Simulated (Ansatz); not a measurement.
System: P (space group R-3m).

Calculation (Ansatz 0.2.0): plane-wave DFT, no spin polarisation; energies at scaled volumes of the given cell, shape and fractions fixed, counted from the fit's minimum, third-order Birch-Murnaghan fit. All runs: no spin polarisation.

- k mesh: 9×9×9
- occupations: Fermi–Dirac
- smearing width: 0.05 eV
- potentials: Ansatz PAW

Settings that differ: r2SCAN: density cutoff 2000 eV, wave cutoff 500 eV; LDA: density cutoff 1680 eV, wave cutoff 420 eV.

Predict the energy against volume, with one curve for each functional. The cases: r2SCAN; LDA.

The fitted equilibrium volumes, smallest first, are LDA 15.611, r2SCAN 16.265 Å³/atom. The fitted bulk moduli, smallest first, are r2SCAN 91.4, LDA 95.1 GPa.

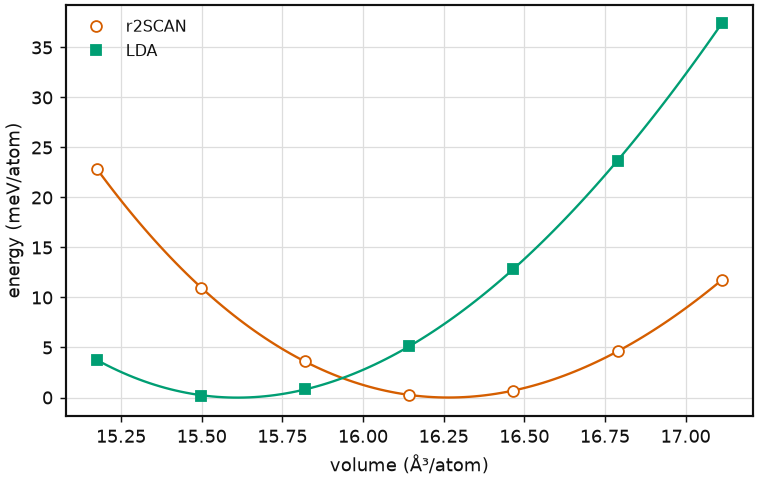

Caveats: shape and atomic fractions are frozen while scaling, which makes layered, chain and framework solids too stiff.
